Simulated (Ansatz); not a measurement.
# Two runs on Ge

System: Ge (Cm, 8 atoms in the cell).
Method of run A: DFT PBEsol, scalar-relativistic, plane waves, PAW, no spin polarisation (Ansatz 0.2.0).

The structure derives from a Materials Project entry. Text and figures count atoms from 1; the logs count them from 0 in places.

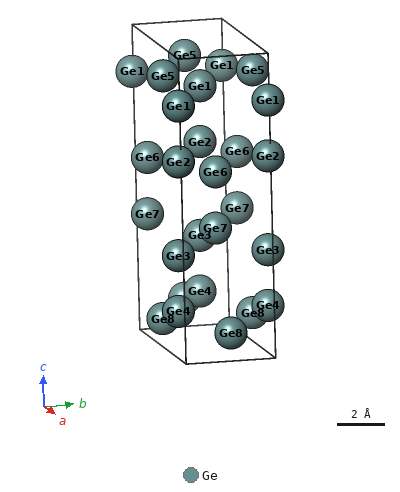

**Figure 1.** The input geometry (spheres-only view of the cell 2 times as large as that of the calculation, set on its symmetry axes, seen slightly off an axis; atoms are numbered from 1 in the order of the input). An atom can appear more than once, as a periodic image.

**Input file, run A**
```yaml
crystal:
  lattice:
    - [-2.0020822485, -3.4677081753, 0.0]
    - [2.0020822485, -3.4677081753, 0.0]
    - [0.0, -1.1561339057, 13.1450496104]
  atoms:
    - { symbol: Ge, position: [-0.0261397818, -0.0261397818, 0.1568073295] }
    - { symbol: Ge, position: [-0.0572102182, -0.0572102182, 0.3431926705] }
    - { symbol: Ge, position: [-0.1094897818, -0.1094897818, 0.6568073295] }
    - { symbol: Ge, position: [-0.1405602182, -0.1405602182, 0.8431926705] }
    - { symbol: Ge, position: [0.6509736565, 0.6509736565, 0.0941392333] }
    - { symbol: Ge, position: [0.2656763435, 0.2656763435, 0.4058607667] }
    - { symbol: Ge, position: [0.2342903231, 0.2342903231, 0.5941392333] }
    - { symbol: Ge, position: [0.5156596769, 0.5156596769, 0.9058607667] }
basis:
  ecutwfc: 420
kpoints:
  mp_grid: { grid: [11, 11, 3] }
hamiltonian:
  xc: pbesol
scf:
  occupations: { method: gaussian, width: 0.15 }
output:
  forces: true
  stress: true
  eigenvalues: true
```

Launched with:
```bash
ansatz run input.yaml --threads 2 --pin off --max-ram 5120MiB --backend cpu --events-out ev --progress --plain --runs-dir out
```

Hardware: 2 threads of Arm Neoverse V1, 24 GiB of memory available, shared host.

**Output, shortened to warnings, some set-up lines, iterations and results (run A)**
```
Basis set: ecut = 420 eV, 3583 PW (Γ), exchange–correlation on 54×54×180 points (8 copies of the dense FFT grid, shifted against one another)
Symmetry: 2 space group operations
k-points: 102 of 363 (time reversal used)
Initial density: superposition of atomic densities (neutral atoms: chi_scale 0, normalization atom), corrected by the library's trained network
[...]
SCF iter   1: F=—  HF=-34027.411576 eV  |F-HF|=—  |Δ(HF+E_count)|=         —  Δρ=2.50e-3  dr2=1.99e-2  ethr=1.77e-3  ⟨swp⟩=5.6  Hψ=24354  notcnv=0
SCF iter   2: F=—  HF=-34027.404841 eV  |F-HF|=—  |Δ(HF+E_count)|=   6.73e-3  Δρ=1.05e-3  dr2=1.01e-2  ethr=1.78e-5  ⟨swp⟩=2.0  Hψ=13718  notcnv=0
SCF iter   3: F=—  HF=-34027.402931 eV  |F-HF|=—  |Δ(HF+E_count)|=   1.91e-3  Δρ=4.53e-4  dr2=1.34e-3  ethr=9.02e-6  ⟨swp⟩=2.0  Hψ=12161  notcnv=0
SCF iter   4: F=—  HF=-34027.402666 eV  |F-HF|=—  |Δ(HF+E_count)|=   2.65e-4  Δρ=9.45e-5  dr2=3.83e-5  ethr=1.19e-6  ⟨swp⟩=3.0  Hψ=12275  notcnv=0
SCF iter   5: F=—  HF=-34027.402670 eV  |F-HF|=—  |Δ(HF+E_count)|=   3.69e-6  Δρ=2.50e-5  dr2=4.13e-6  ethr=3.42e-8  ⟨swp⟩=2.0  Hψ=8046  notcnv=0
SCF iter   6: F=—  HF=-34027.402670 eV  |F-HF|=—  |Δ(HF+E_count)|=   3.00e-7  Δρ=1.01e-5  dr2=6.50e-7  ethr=3.69e-9  ⟨swp⟩=3.0  Hψ=12277  notcnv=0
SCF iter   7: F=-34027.402670 eV  HF=-34027.402670 eV  |F-HF|=4.62e-8  |Δ(HF+E_count)|=   6.62e-8  Δρ=3.63e-6  dr2=6.20e-8  ethr=8.93e-11  ⟨swp⟩=7.3  Hψ=27276  notcnv=0
SCF 1 converged in 7 iterations: F = -34027.402670 eV  dr2 = 6.20e-8
SCF converged after 7 iterations
Free energy (F): -34027.402670 eV
Harris-Foulkes:  -34027.402670 eV  (|F-HF|=4.62e-8)
Internal energy: -34027.394742 eV  (E = F + TS)
E sigma→0 (E₀):  -34027.398706 eV
Entropy (-TS):   -0.007927 eV (-0.991 meV/atom)
Fermi energy:    8.235037 eV
--- Per-component energies (eV) ---
  E_band       = -1220.648921
  E_kinetic    = 890.869401
  E_local      = -19762.806401  (includes V_loc(G=0)·N_el)
  E_nonlocal   = 3359.313955
  E_hartree    = 8655.952110
  E_xc         = -599.123370
  E_vxc        = -516.974204  (∫ρ·V_xc dr)
  E_paw        = -15831.086202  (= ΣΔE_a)
  E_vpaw       = -2502.967405  (= ΣTr[D̂ρ^β])
  E_aug_tail   = 0.002590  (compensation charges beyond the density's cutoff)
  E_ewald      = -10747.860316
  E_core_change = 7.343490  (= ΣΔE_core)
  E_smearing   = -0.007927  (= −TS)
  E_closure    = 0.000000  (closes the sum)
  Σ components = -34027.402670   (vs F -34027.402670, Δ=0.00e0)
--- Forces (eV/Å), atoms counted from 1 ---
  atom   1  Ge     0.00000000    -0.24147669     0.00586306
  atom   2  Ge     0.00000000     0.14053077     0.06429894
  atom   3  Ge     0.00000000    -0.18619160    -0.09854533
  atom   4  Ge     0.00000000     0.06453153    -0.02871626
  atom   5  Ge     0.00000000     0.97065963    -0.62098997
  atom   6  Ge     0.00000000    -0.06232013    -0.02943297
  atom   7  Ge     0.00000000     0.05925040     0.02204021
  atom   8  Ge     0.00000000    -0.74497720     0.68548105
  max |Σ_I F_I| component: 6.71e-6 eV/Å
--- Stress (GPa, compression-positive) ---
        0.458081       0.000000       0.000000
        0.000000      -0.830163       2.771940
        0.000000       2.771940      -0.238065
  P = ⅓ Tr σ = -0.2034 GPa (-2.034 kbar)
```

For run B the input was changed thus:
```diff
-    - [0.0, -1.1561339057, 13.1450496104]
+    - [0.0, -0.577720182, 13.1450496104]
-    - { symbol: Ge, position: [-0.0261397818, -0.0261397818, 0.1568073295] }
-    - { symbol: Ge, position: [-0.0572102182, -0.0572102182, 0.3431926705] }
-    - { symbol: Ge, position: [-0.1094897818, -0.1094897818, 0.6568073295] }
-    - { symbol: Ge, position: [-0.1405602182, -0.1405602182, 0.8431926705] }
-    - { symbol: Ge, position: [0.6509736565, 0.6509736565, 0.0941392333] }
-    - { symbol: Ge, position: [0.2656763435, 0.2656763435, 0.4058607667] }
-    - { symbol: Ge, position: [0.2342903231, 0.2342903231, 0.5941392333] }
-    - { symbol: Ge, position: [0.5156596769, 0.5156596769, 0.9058607667] }
+    - { symbol: Ge, position: [-0.0130620505, -0.0130620505, 0.1568073295] }
+    - { symbol: Ge, position: [-0.0285879495, -0.0285879495, 0.3431926705] }
+    - { symbol: Ge, position: [-0.0547120505, -0.0547120505, 0.6568073295] }
+    - { symbol: Ge, position: [-0.0702379495, -0.0702379495, 0.8431926705] }
+    - { symbol: Ge, position: [0.6588248685, 0.6588248685, 0.0941392333] }
+    - { symbol: Ge, position: [0.2995251315, 0.2995251315, 0.4058607667] }
+    - { symbol: Ge, position: [0.2838415352, 0.2838415352, 0.5941392333] }
+    - { symbol: Ge, position: [0.5912084648, 0.5912084648, 0.9058607667] }
```

Predict how the results change.

With the same functional and potentials, run B lies 49.0 meV per atom lower. The largest force goes from 1.152 to 0.566 eV/Å. The SCF takes 8 iterations against 7. The plane waves at Γ go from 3583 to 3589.

**Output, shortened to warnings, some set-up lines, iterations and results (run B)**
```
Basis set: ecut = 420 eV, 3589 PW (Γ), exchange–correlation on 54×54×180 points (8 copies of the dense FFT grid, shifted against one another)
Symmetry: 2 space group operations
k-points: 102 of 363 (time reversal used)
Initial density: superposition of atomic densities (neutral atoms: chi_scale 0, normalization atom), corrected by the library's trained network
[...]
SCF iter   1: F=—  HF=-34027.801749 eV  |F-HF|=—  |Δ(HF+E_count)|=         —  Δρ=2.40e-3  dr2=1.36e-2  ethr=1.77e-3  ⟨swp⟩=5.6  Hψ=24356  notcnv=0
SCF iter   2: F=—  HF=-34027.795548 eV  |F-HF|=—  |Δ(HF+E_count)|=   6.20e-3  Δρ=8.22e-4  dr2=3.65e-3  ethr=1.22e-5  ⟨swp⟩=2.0  Hψ=13264  notcnv=0
SCF iter   3: F=—  HF=-34027.795074 eV  |F-HF|=—  |Δ(HF+E_count)|=   4.74e-4  Δρ=6.23e-4  dr2=3.05e-3  ethr=3.26e-6  ⟨swp⟩=2.0  Hψ=12162  notcnv=0
SCF iter   4: F=—  HF=-34027.794366 eV  |F-HF|=—  |Δ(HF+E_count)|=   7.08e-4  Δρ=2.28e-4  dr2=1.83e-4  ethr=2.72e-6  ⟨swp⟩=2.0  Hψ=7473  notcnv=0
SCF iter   5: F=—  HF=-34027.794304 eV  |F-HF|=—  |Δ(HF+E_count)|=   6.22e-5  Δρ=4.04e-5  dr2=1.43e-5  ethr=1.64e-7  ⟨swp⟩=2.0  Hψ=12152  notcnv=0
SCF iter   6: F=—  HF=-34027.794312 eV  |F-HF|=—  |Δ(HF+E_count)|=   7.55e-6  Δρ=7.76e-6  dr2=6.95e-7  ethr=1.28e-8  ⟨swp⟩=3.0  Hψ=12015  notcnv=0
SCF iter   7: F=—  HF=-34027.794312 eV  |F-HF|=—  |Δ(HF+E_count)|=   3.53e-8  Δρ=3.28e-6  dr2=1.70e-7  ethr=8.93e-11  ⟨swp⟩=8.1  Hψ=27399  notcnv=0
SCF iter   8: F=-34027.794312 eV  HF=-34027.794312 eV  |F-HF|=9.24e-9  |Δ(HF+E_count)|=   1.70e-8  Δρ=1.23e-6  dr2=1.14e-8  ethr=8.93e-11  ⟨swp⟩=4.0  Hψ=19090  notcnv=0
SCF 1 converged in 8 iterations: F = -34027.794312 eV  dr2 = 1.14e-8
SCF converged after 8 iterations
Free energy (F): -34027.794312 eV
Harris-Foulkes:  -34027.794312 eV  (|F-HF|=9.24e-9)
Internal energy: -34027.789906 eV  (E = F + TS)
E sigma→0 (E₀):  -34027.792109 eV
Entropy (-TS):   -0.004405 eV (-0.551 meV/atom)
Fermi energy:    8.358365 eV
--- Per-component energies (eV) ---
  E_band       = -1220.329237
  E_kinetic    = 891.678975
  E_local      = -19813.106039  (includes V_loc(G=0)·N_el)
  E_nonlocal   = 3360.722863
  E_hartree    = 8681.778188
  E_xc         = -599.419630
  E_vxc        = -517.420950  (∫ρ·V_xc dr)
  E_paw        = -15832.598295  (= ΣΔE_a)
  E_vpaw       = -2505.764900  (= ΣTr[D̂ρ^β])
  E_aug_tail   = 0.002502  (compensation charges beyond the density's cutoff)
  E_ewald      = -10724.191961
  E_core_change = 7.343490  (= ΣΔE_core)
  E_smearing   = -0.004405  (= −TS)
  E_closure    = -0.000000  (closes the sum)
  Σ components = -34027.794312   (vs F -34027.794312, Δ=0.00e0)
--- Forces (eV/Å), atoms counted from 1 ---
  atom   1  Ge     0.00000000    -0.13859760     0.00760679
  atom   2  Ge     0.00000000     0.09729107     0.01748944
  atom   3  Ge     0.00000000    -0.10635270    -0.02293587
  atom   4  Ge     0.00000000     0.07096247    -0.01001375
  atom   5  Ge     0.00000000     0.48293491    -0.29521522
  atom   6  Ge     0.00000000    -0.03785177    -0.00849363
  atom   7  Ge     0.00000000     0.03525223     0.00723362
  atom   8  Ge     0.00000000    -0.40363895     0.30432859
  max |Σ_I F_I| component: 3.31e-7 eV/Å
--- Stress (GPa, compression-positive) ---
        0.177469       0.000000       0.000000
        0.000000      -0.186659       1.493317
        0.000000       1.493317      -0.336944
  P = ⅓ Tr σ = -0.1154 GPa (-1.154 kbar)
```

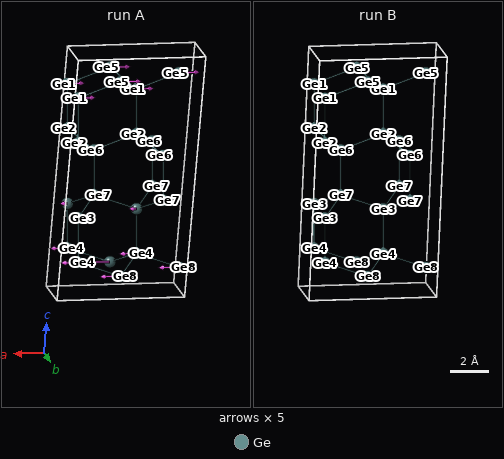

**Figure 2.** The two input geometries at one scale (ball-and-stick view of the cell 2 times as large as that of the calculation, set on its symmetry axes, seen at an oblique angle). The pink arrows on the first give the shifts of the atoms relative to the cell, with their mean removed, magnified 5 times. The largest moves relative to the cell, 0.23 Å, are those of Ge5 and Ge8. (The mean shift of all atoms is removed.) The drawn cell changes at constant volume: a stays at 6.935 Å, b stays at 4.004 Å, c 13.196 → 13.158 Å (−0.3 %), β 95.0° → 92.5°. Among the contacts that change: Ge5–Ge8 2.732 → 2.541 Å.

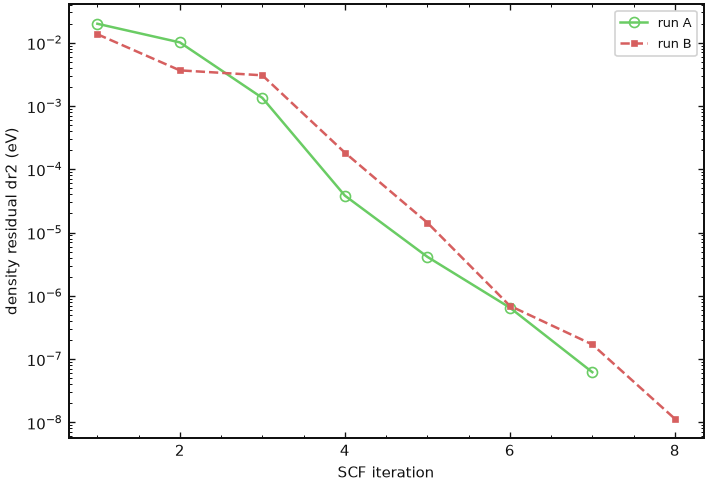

**Figure 3.** Convergence of the two runs: density residual dr2 against the SCF iteration. Run A takes 7 iterations in all, and run B takes 8.

**The two runs side by side**

| quantity | run A | run B |
| --- | --- | --- |
| outcome | converged | converged |
| free energy per atom (eV) | −4253.4253 | −4253.4743 |
| energy per atom, smearing taken to zero (eV) | −4253.4248 | −4253.4740 |
| gap on the mesh (eV) | 0.00 | 0.00 |
| pressure (GPa) | −0.20 | −0.12 |
| largest force (eV/Å) | 1.152 | 0.566 |
| SCF iterations | 7 | 8 |
| irreducible k-points | 102 | 102 |
| plane waves at Γ | 3583 | 3589 |
| wall time (shared host) | 53 s | 57 s |
